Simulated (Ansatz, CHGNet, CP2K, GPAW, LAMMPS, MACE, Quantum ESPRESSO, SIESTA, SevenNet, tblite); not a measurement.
**Other levels on liquid 54SiO2-18Na2O-14BaO-14ZnO (mol %) at 2500 K (76 atoms)**

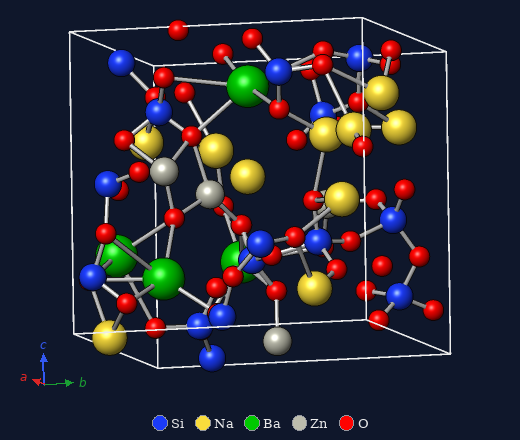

The cell (silicon blue, sodium yellow, barium green, zinc light grey, oxygen red). Bonds to atoms that aren't drawn are left out. Some periodic images of atoms are drawn too.

Density of this cell: 2.72 g/cm³. The cell holds 76 atoms: 15 Si, 10 Na, 4 Ba, 4 Zn and 43 O. Its edges and angles: a = 10.948 Å, b = 10.948 Å, c = 10.948 Å, α = 90.0°, β = 90.0°, γ = 90.0°. 76 atoms (15 Si, 10 Na, 4 Ba, 4 Zn, 43 O) placed at random at 3.23 g/cm³, melted at 4000 K for 10 ps at fixed volume with the Morse and Coulomb pair potential with partial charges (Pedone, Malavasi, Menziani, Cormack and Segre, J. Phys. Chem. B 110, 11780 (2006)). Snapshot at the end of a hold of 10 ps at 2500 K and zero pressure.

Geometry: as built.

The reference, a calculation:

```
method                 : Kohn-Sham DFT, PBE, SSSP efficiency 1.3.0 pseudopotentials, plane waves (Quantum ESPRESSO 7.5); sssp-pbe-1.3.0-efficiency, cutoffs 60/480 Ry, Γ point
r.m.s. force component : 3.257 eV/Å
longest force          : 17.16 eV/Å
pressure               : 5.776 GPa
time                   : 5.7 min on 4 MPI ranks of Arm Neoverse V2, shared host
CPU time               : 23 min
```

Runs, in no order:
A. SIESTA PBE, DZ, shift 0.01 Ry, mesh 500 Ry: Kohn-Sham DFT, PBE, PseudoDojo 0.4.1 norm-conserving pseudopotentials (converted to PSML), numerical atomic orbitals (DZ), diagonalisation
B. GPAW PBE, LCAO dzp, h 0.18 Å, other mixer settings: Kohn-Sham DFT, PBE, PAW, atomic orbitals (dzp)
C. GPAW PBE, grid h 0.18 Å: Kohn-Sham DFT, PBE, PAW, finite differences on a real-space grid

**Question.** Rank the runs by how far their forces lie from the reference's, least first.

C, B, A.

```csv
run,"Δ force, r.m.s. (meV/Å)",share of r.m.s. force (%),CPU time
"C. GPAW PBE, grid h 0.18 Å",207,6.37,21 min
"B. GPAW PBE, LCAO dzp, h 0.18 Å, other mixer settings",434,13.3,17 min
"A. SIESTA PBE, DZ, shift 0.01 Ry, mesh 500 Ry",1241,38.1,2.9 min
```

The network of bonds at the start is that of the classical potential that made the cell, and needn't be the one that DFT or experiment would give. The electronic-structure runs sample only Γ, in a cell whose shortest periodic width is 11 Å.

[Logs are printed without paths, hosts, clocks, repeated set-up lines and the standing remarks that a program may print on its own settings, such as how far it seeks lower states.]

[Hosts, paths, dates, database ids (printed as entryN), source tags and the programs' standing remarks are cut or masked in the printed files.]
